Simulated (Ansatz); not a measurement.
Run report: Al$_{3}$Ni$_{5}$, geometry relaxation (part 2 of 2)

The same run, continued: Al$_{3}$Ni$_{5}$ (8 atoms in the cell); DFT r2SCAN, scalar-relativistic, plane waves, PAW, no spin polarisation (Ansatz 0.2.0); cutoff 500 eV, 8×8×10 k-mesh, Gaussian smearing of 0.1 eV. The structure derives from a Materials Project entry.

Geometry of the input (Å; fractional positions):
```
3.2778  -3.7005  0.0000
3.2778  3.7005  0.0000
0.0000  0.0000  3.7253
Al 0.5000  0.5000  0.0000
Al 0.7787  0.2213  0.5000
Al 0.2213  0.7787  0.5000
Ni 0.0000  0.0000  0.0000
Ni 0.0000  0.5000  0.0000
Ni 0.5000  -0.0000  0.0000
Ni 0.2759  0.2759  0.5000
Ni 0.7241  0.7241  0.5000
```

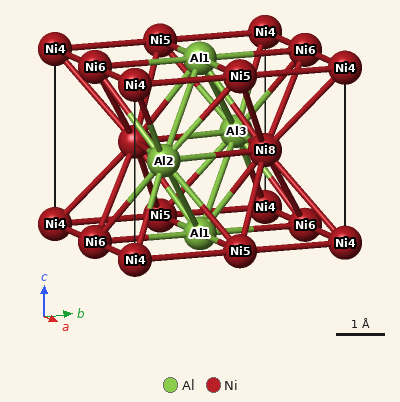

Fig. 1: The geometry at step 2 of the log (ball-and-stick view of the cell of the calculation, seen slightly off an axis; atoms are numbered from 1 in the order of the input).

## What the program printed, continued
```
SCF iter   1: F=—  HF=-30852.163363 eV  |F-HF|=—  |Δ(HF+E_count)|=         —  Δρ=3.47e-4  dr2=8.93e-5  dr2_τ=1.43e-4  ethr=9.38e-8  ⟨swp⟩=2.1  Hψ=30047  notcnv=0
preconditioner: auto → Kerker (q_TF=auto, 2.768 Å⁻¹)  [metal: Δε(μ)=0.009 eV  Ē_g=7.302 eV  σ=0.100 eV  W_gap=0.05  n_scr=34 (ndim 8)  ℏωp=29.9 eV  f_vac=0.000  D(μ)=3.95/eV (n_scr^D=34)]
SCF iter   2: F=—  HF=-30852.163562 eV  |F-HF|=—  |Δ(HF+E_count)|=   2.00e-4  Δρ=7.94e-4  dr2=4.14e-4  dr2_τ=1.91e-6  ethr=9.02e-8  ⟨swp⟩=2.0  Hψ=13756  notcnv=0  recentre
SCF iter   3: F=—  HF=-30852.163536 eV  |F-HF|=—  |Δ(HF+E_count)|=   2.58e-5  Δρ=1.32e-4  dr2=1.19e-5  dr2_τ=1.31e-7  ethr=9.02e-8  ⟨swp⟩=2.0  Hψ=10103  notcnv=0
SCF iter   4: F=—  HF=-30852.163525 eV  |F-HF|=—  |Δ(HF+E_count)|=   1.15e-5  Δρ=6.35e-5  dr2=2.32e-6  dr2_τ=8.51e-8  ethr=1.21e-8  ⟨swp⟩=1.0  Hψ=7576  notcnv=0
SCF iter   5: F=—  HF=-30852.163525 eV  |F-HF|=—  |Δ(HF+E_count)|=   1.26e-7  Δρ=5.27e-5  dr2=1.79e-6  dr2_τ=2.08e-8  ethr=2.34e-9  ⟨swp⟩=2.0  Hψ=10495  notcnv=0
SCF iter   6: F=—  HF=-30852.163525 eV  |F-HF|=—  |Δ(HF+E_count)|=   5.67e-8  Δρ=2.90e-5  dr2=4.44e-7  dr2_τ=4.43e-9  ethr=1.81e-9  ⟨swp⟩=1.2  Hψ=7673  notcnv=0
SCF iter   7: F=—  HF=-30852.163525 eV  |F-HF|=—  |Δ(HF+E_count)|=   2.97e-9  Δρ=1.84e-5  dr2=1.95e-7  dr2_τ=3.37e-9  ethr=4.48e-10  ⟨swp⟩=1.1  Hψ=7631  notcnv=0
SCF iter   8: F=-30852.163525 eV  HF=-30852.163525 eV  |F-HF|=9.75e-10  |Δ(HF+E_count)|=   3.05e-9  Δρ=3.17e-6  dr2=4.27e-9  dr2_τ=1.46e-10  ethr=2.52e-11  ⟨swp⟩=3.9  Hψ=34091  notcnv=0
SCF 4 converged in 8 iterations: F = -30852.163525 eV  dr2 = 4.27e-9
relax step   4: F+E_penalty+E_count = -30852.16352497 eV  Δ(F+E_penalty+E_count) = -6.194e-5 eV  max|allowed force component| = 1.314e-3 eV/Å  Δτ_max = 0.0011 Å  P = +0.002 GPa  Ω = 90.705 Å³  energy of the carried Pulay correction = -2.378e-4 eV  (8 SCF iters, dr2 threshold 2.50e-8 eV, accepted)
Initial wavefunctions: pseudopotential atomic-orbital guess (no wavefunctions were taken with the density)
iter 1 solved again at ethr=1.53e-7 eV; its pass at ethr=3.10e-3 eV (dr2=1.52e-4 eV) is discarded
SCF iter   1: F=—  HF=-30852.163759 eV  |F-HF|=—  |Δ(HF+E_count)|=         —  Δρ=8.59e-5  dr2=1.78e-7  dr2_τ=7.56e-8  ethr=1.53e-7  ⟨swp⟩=3.8  Hψ=50458  notcnv=0
SCF iter   2: F=—  HF=-30852.163770 eV  |F-HF|=—  |Δ(HF+E_count)|=   1.11e-5  Δρ=4.65e-5  dr2=1.99e-7  dr2_τ=2.67e-7  ethr=1.79e-10  ⟨swp⟩=2.8  Hψ=15004  notcnv=0
SCF iter   3: F=—  HF=-30852.163775 eV  |F-HF|=—  |Δ(HF+E_count)|=   4.73e-6  Δρ=2.01e-5  dr2=1.48e-7  dr2_τ=1.86e-8  ethr=1.79e-10  ⟨swp⟩=2.0  Hψ=11297  notcnv=0
SCF iter   4: F=—  HF=-30852.163775 eV  |F-HF|=—  |Δ(HF+E_count)|=   3.08e-7  Δρ=8.39e-6  dr2=4.62e-8  dr2_τ=2.42e-10  ethr=1.50e-10  ⟨swp⟩=2.0  Hψ=10491  notcnv=0
SCF iter   5: F=—  HF=-30852.163775 eV  |F-HF|=—  |Δ(HF+E_count)|=   5.68e-9  Δρ=2.77e-6  dr2=4.02e-9  dr2_τ=2.09e-10  ethr=4.67e-11  ⟨swp⟩=1.1  Hψ=7580  notcnv=0
SCF iter   6: F=—  HF=-30852.163775 eV  |F-HF|=—  |Δ(HF+E_count)|=   1.09e-9  Δρ=3.81e-6  dr2=9.14e-9  dr2_τ=2.69e-10  ethr=4.06e-12  ⟨swp⟩=2.0  Hψ=11074  notcnv=0
SCF iter   7: F=—  HF=-30852.163775 eV  |F-HF|=—  |Δ(HF+E_count)|=  6.73e-10  Δρ=1.53e-6  dr2=8.76e-10  dr2_τ=1.80e-10  ethr=4.06e-12  ⟨swp⟩=2.2  Hψ=9739  notcnv=0
SCF iter   8: F=-30852.163775 eV  HF=-30852.163775 eV  |F-HF|=4.37e-11  |Δ(HF+E_count)|=   3.24e-9  Δρ=3.19e-7  dr2=7.51e-11  dr2_τ=1.97e-12  ethr=1.00e-12  ⟨swp⟩=3.6  Hψ=33516  notcnv=0
SCF 5 converged in 8 iterations: F = -30852.163775 eV  dr2 = 7.51e-11
relax step   5: F+E_penalty+E_count = -30852.16377537 eV  Δ(F+E_penalty+E_count) = -2.504e-4 eV  max|allowed force component| = 1.343e-3 eV/Å  Δτ_max = 0.0000 Å  P = +0.005 GPa  Ω = 90.705 Å³  stress off target by 9.42e-3 GPa  SCF on the basis re-selected at this cell (its energy is not comparable with the rows above)  (8 SCF iters)
basis re-selected at this cell: Δ(F+E_penalty+E_count) = -2.504e-4 eV, ΔP = +0.003 GPa vs the last step (what re-selecting the basis moved, of the pressure what is left beyond the Pulay correction that the steps carried, after the strain that the cell walked since its last selection, with what the two solves' SCF thresholds leave and, on support functions, any second-order correction that the steps lacked; it is no measure of the basis error at this ecutwfc). This SCF's stress stands 9.42e-3 GPa from its target on what of the cell is left free (relax.cell.stress_tol is 5.00e-2 GPa) and its largest allowed force component is 1.34e-3 eV/Å (relax.f_tol is 5.00e-3 eV/Å): within both
SCF converged after 8 iterations
Free energy (F): -30852.163775 eV
Harris-Foulkes:  -30852.163775 eV  (|F-HF|=4.37e-11)
Internal energy: -30852.144040 eV  (E = F + TS)
E sigma→0 (E₀):  -30852.153908 eV
Entropy (-TS):   -0.019736 eV (-2.467 meV/atom)
Fermi energy:    15.250243 eV
--- Per-component energies (eV) ---
  E_band       = -1715.327318
  E_kinetic    = 1502.098285
  E_local      = -21245.107896  (includes V_loc(G=0)·N_el)
  E_nonlocal   = 3236.234339
  E_hartree    = 9132.816432
  E_xc         = -510.727903
  E_vxc        = -689.929678  (∫ρ·V_xc dr)
  E_paw        = -9651.045834  (= ΣΔE_a)
  E_vpaw       = -2833.302499  (= ΣTr[D̂ρ^β])
  E_aug_tail   = 0.001174  (compensation charges beyond the density's cutoff)
  E_vtau       = 49.046037  (kinetic-family band-sum trace: ∫τ·v_τ [+ j·A + Jᵃ·Aᵃ] dr)
  E_ewald      = -13314.731969
  E_core_change = -1.680667  (= ΣΔE_core)
  E_smearing   = -0.019736  (= −TS)
  E_closure    = -0.000000  (closes the sum)
  Σ components = -30852.163775   (vs F -30852.163775, Δ=0.00e0)
--- Forces (eV/Å), atoms counted from 1 ---
  atom   1  Al     0.00000000     0.00000000     0.00000000
  atom   2  Al    -0.00000000    -0.00069714    -0.00000000
  atom   3  Al     0.00000000     0.00069714     0.00000000
  atom   4  Ni     0.00000000    -0.00000000     0.00000000
  atom   5  Ni     0.00000000    -0.00000000     0.00000000
  atom   6  Ni     0.00000000     0.00000000     0.00000000
  atom   7  Ni    -0.00134320     0.00000000     0.00000000
  atom   8  Ni     0.00134320    -0.00000000    -0.00000000
  max |Σ_I F_I| component: 1.08e-19 eV/Å
--- Stress (GPa, compression-positive) ---
        0.009418       0.000000       0.000000
        0.000000      -0.000087       0.000000
        0.000000       0.000000       0.004382
  P = ⅓ Tr σ = 0.0046 GPa (0.046 kbar)
--- Band table (eV; the first three rows and the last of 126) ---
  k-point 0: bands = ["-91.7685", "-91.7674", "-91.6995", "-91.6995", "-91.4690", "-50.7206", "-50.7176", "-50.7127", "-50.7091", "-50.6964", "-50.6662", "-50.6594", "-50.6572", "-50.6504", "-50.6329", "-50.5868", "-50.5829", "-50.4421", "-50.4079", "-50.2940", "3.7934", "8.8419", "8.9952", "9.8723", "10.5672", "10.6777", "11.3407", "11.3480", "11.5948", "11.9011", "11.9361", "12.1157", "12.2256", "12.9059", "12.9224", "13.0217", "13.1315", "13.3293", "13.5034", "13.6190", "13.7263", "13.7758", "13.9403", "13.9493", "14.0401", "14.1321", "14.3005", "14.4872", "14.5273", "14.7313", "15.3359", "15.7278", "17.3564", "19.5534", "20.2987", "21.6651", "21.7894", "22.3823", "22.5300", "22.7326"]
  k-point 1: bands = ["-91.7685", "-91.7674", "-91.6996", "-91.6995", "-91.4690", "-50.7210", "-50.7168", "-50.7125", "-50.7115", "-50.6947", "-50.6691", "-50.6573", "-50.6570", "-50.6492", "-50.6343", "-50.5874", "-50.5814", "-50.4421", "-50.4079", "-50.2940", "3.9092", "8.8787", "9.0480", "9.9657", "10.5544", "10.7369", "11.2046", "11.3847", "11.6077", "11.8961", "11.9628", "12.1355", "12.1818", "12.7515", "12.8305", "13.0990", "13.1685", "13.3864", "13.5080", "13.5166", "13.7272", "13.7675", "13.7717", "13.8946", "13.9957", "14.0003", "14.2855", "14.3052", "14.5176", "15.1604", "15.2802", "15.6873", "17.5744", "19.8345", "20.5744", "20.6743", "21.1121", "21.4156", "22.2325", "22.5650"]
  k-point 2: bands = ["-91.7683", "-91.7674", "-91.6997", "-91.6995", "-91.4691", "-50.7218", "-50.7171", "-50.7148", "-50.7120", "-50.6901", "-50.6753", "-50.6576", "-50.6516", "-50.6475", "-50.6387", "-50.5890", "-50.5776", "-50.4422", "-50.4079", "-50.2940", "4.2541", "8.9781", "9.1270", "10.2263", "10.2338", "10.8838", "11.0833", "11.5105", "11.6428", "11.8922", "12.0604", "12.0956", "12.1863", "12.5656", "12.7110", "13.0158", "13.2708", "13.3176", "13.4341", "13.4499", "13.5208", "13.5975", "13.7729", "13.8222", "13.8616", "13.9242", "14.1391", "14.3046", "14.5089", "15.0871", "15.5528", "15.8485", "18.1645", "19.4934", "19.7415", "20.0283", "20.1807", "20.5692", "22.1351", "22.5749"]
  k-point 125: bands = ["-91.7679", "-91.7674", "-91.6996", "-91.6995", "-91.4694", "-50.7295", "-50.7236", "-50.7107", "-50.7083", "-50.6861", "-50.6689", "-50.6599", "-50.6502", "-50.6462", "-50.6409", "-50.5707", "-50.5619", "-50.4426", "-50.4350", "-50.3061", "8.5834", "8.6406", "8.7789", "8.8271", "8.9854", "9.8542", "10.5207", "10.6973", "11.8872", "12.0609", "12.3449", "12.3812", "12.4037", "12.5575", "12.5984", "12.6422", "12.7684", "12.9873", "13.2210", "13.3672", "13.3852", "13.4603", "13.5664", "13.7570", "13.7928", "13.8685", "13.9282", "13.9311", "14.1163", "15.0980", "15.0997", "15.3806", "15.4182", "21.9548", "22.0762", "22.5670", "22.6209", "22.6876", "23.3853", "24.0202"]
--- Relaxed structure (4 steps of the walk, 4 accepted, 1 SCFs on fresh bases) ---
  F+E_penalty+E_count = -30852.16377537 eV   max|allowed force component| = 1.343e-3 eV/Å   (the final SCF, on the basis selected at the relaxed cell)
  cell:  # Å, volume = 90.7049 Å³
    - [3.291115755060205, -3.6961123139976126, -8.848582847682613e-19]
    - [3.291115755060205, 3.6961123139976126, -8.848582847682605e-19]
    - [-1.0056407712442073e-18, 3.597242769487215e-34, 3.72831218771234]
  atoms:
    - { symbol: Al, position: [0.5, 0.5, 0.0] }
    - { symbol: Al, position: [0.7792699051503509, 0.22073009484964906, 0.5] }
    - { symbol: Al, position: [0.22073009484964906, 0.7792699051503509, 0.5] }
    - { symbol: Ni, position: [4.134578950481455e-21, 4.134578950481455e-21, -3.231188950952135e-36] }
    - { symbol: Ni, position: [-1.8130140699235437e-38, 0.5, 0.0] }
    - { symbol: Ni, position: [0.5, -1.8130140699235437e-38, -2.407412430484045e-35] }
    - { symbol: Ni, position: [0.27646196343676216, 0.27646196343676216, 0.5] }
    - { symbol: Ni, position: [0.7235380365632379, 0.7235380365632379, 0.5] }
```

## Trajectory as extended XYZ (Å, eV, eV/Å), 5 frames, from step=1 to step=5
```
8
Lattice="3.2778 -3.7005 0.0000 3.2778 3.7005 0.0000 0.0000 0.0000 3.7253" Properties=species:S:1:pos:R:3:forces:R:3 step=1 energy=-30852.16269 pressure_GPa=0.69
Al    3.2778    0.0000    0.0000    0.0000   0.0000   0.0000
Al    3.2778   -2.0629    1.8626    0.0000  -0.0058   0.0000
Al    3.2778    2.0629    1.8626    0.0000   0.0058   0.0000
Ni    0.0000    0.0000    0.0000    0.0000   0.0000   0.0000
Ni    1.6389    1.8502    0.0000    0.0000   0.0000   0.0000
Ni    1.6389   -1.8502    0.0000    0.0000   0.0000   0.0000
Ni    1.8087    0.0000    1.8626    0.0189   0.0000   0.0000
Ni    4.7470    0.0000    1.8626   -0.0189   0.0000   0.0000
8
Lattice="3.2818 -3.7011 0.0000 3.2818 3.7011 0.0000 0.0000 0.0000 3.7278" Properties=species:S:1:pos:R:3:forces:R:3 step=2 energy=-30852.16327 pressure_GPa=0.30
Al    3.2818    0.0000    0.0000    0.0000   0.0000   0.0000
Al    3.2818   -2.0644    1.8639    0.0000  -0.0048   0.0000
Al    3.2818    2.0644    1.8639    0.0000   0.0048   0.0000
Ni    0.0000    0.0000    0.0000    0.0000   0.0000   0.0000
Ni    1.6409    1.8506    0.0000    0.0000   0.0000   0.0000
Ni    1.6409   -1.8506    0.0000    0.0000   0.0000   0.0000
Ni    1.8120    0.0000    1.8639    0.0132   0.0000   0.0000
Ni    4.7515    0.0000    1.8639   -0.0132   0.0000   0.0000
8
Lattice="3.2876 -3.6994 0.0000 3.2876 3.6994 0.0000 0.0000 0.0000 3.7297" Properties=species:S:1:pos:R:3:forces:R:3 step=3 energy=-30852.16346 pressure_GPa=-0.04
Al    3.2876    0.0000    0.0000    0.0000   0.0000   0.0000
Al    3.2876   -2.0652    1.8649    0.0000  -0.0042   0.0000
Al    3.2876    2.0652    1.8649    0.0000   0.0042   0.0000
Ni    0.0000    0.0000    0.0000    0.0000   0.0000   0.0000
Ni    1.6438    1.8497    0.0000    0.0000   0.0000   0.0000
Ni    1.6438   -1.8497    0.0000    0.0000   0.0000   0.0000
Ni    1.8171    0.0000    1.8649    0.0024   0.0000   0.0000
Ni    4.7581    0.0000    1.8649   -0.0024   0.0000   0.0000
8
Lattice="3.2911 -3.6961 0.0000 3.2911 3.6961 0.0000 0.0000 0.0000 3.7283" Properties=species:S:1:pos:R:3:forces:R:3 step=4 energy=-30852.16352 pressure_GPa=0.00
Al    3.2911    0.0000    0.0000    0.0000   0.0000   0.0000
Al    3.2911   -2.0644    1.8642    0.0000  -0.0007   0.0000
Al    3.2911    2.0644    1.8642    0.0000   0.0007   0.0000
Ni    0.0000    0.0000    0.0000    0.0000   0.0000   0.0000
Ni    1.6456    1.8481    0.0000    0.0000   0.0000   0.0000
Ni    1.6456   -1.8481    0.0000    0.0000   0.0000   0.0000
Ni    1.8197    0.0000    1.8642   -0.0013   0.0000   0.0000
Ni    4.7625    0.0000    1.8642    0.0013   0.0000   0.0000
8
Lattice="3.2911 -3.6961 0.0000 3.2911 3.6961 0.0000 0.0000 0.0000 3.7283" Properties=species:S:1:pos:R:3:forces:R:3 step=5 energy=-30852.16378 pressure_GPa=0.00
Al    3.2911    0.0000    0.0000    0.0000   0.0000   0.0000
Al    3.2911   -2.0644    1.8642    0.0000  -0.0007   0.0000
Al    3.2911    2.0644    1.8642    0.0000   0.0007   0.0000
Ni    0.0000    0.0000    0.0000    0.0000   0.0000   0.0000
Ni    1.6456    1.8481    0.0000    0.0000   0.0000   0.0000
Ni    1.6456   -1.8481    0.0000    0.0000   0.0000   0.0000
Ni    1.8197    0.0000    1.8642   -0.0013   0.0000   0.0000
Ni    4.7625    0.0000    1.8642    0.0013   0.0000   0.0000
```

## Results in brief

```tsv
quantity	value
outcome	converged
space group (tolerance 0.01 Å)	Cmmm (65)
electrons treated	99
free energy	−30852.1638 eV
Fermi energy	15.250 eV
gap on the k-point mesh	none (metallic)
pressure	0.00 GPa
final volume	90.70 Å³
largest force (length of the vector) at the end	0.001 eV/Å
final cell	a = 4.949 Å, b = 4.949 Å, c = 3.728 Å, α = 90.00°, β = 90.00°, γ = 96.63°
hardware	2 threads of Intel Xeon @ 2.50GHz (Skylake/Cascade Lake), 32 GiB of memory available, shared host
wall time	4.9 min (CPU time 9.5 min)
peak memory	1.1 GiB
```

## Notes

The run has no spin polarisation, so a magnetic state may lie lower.
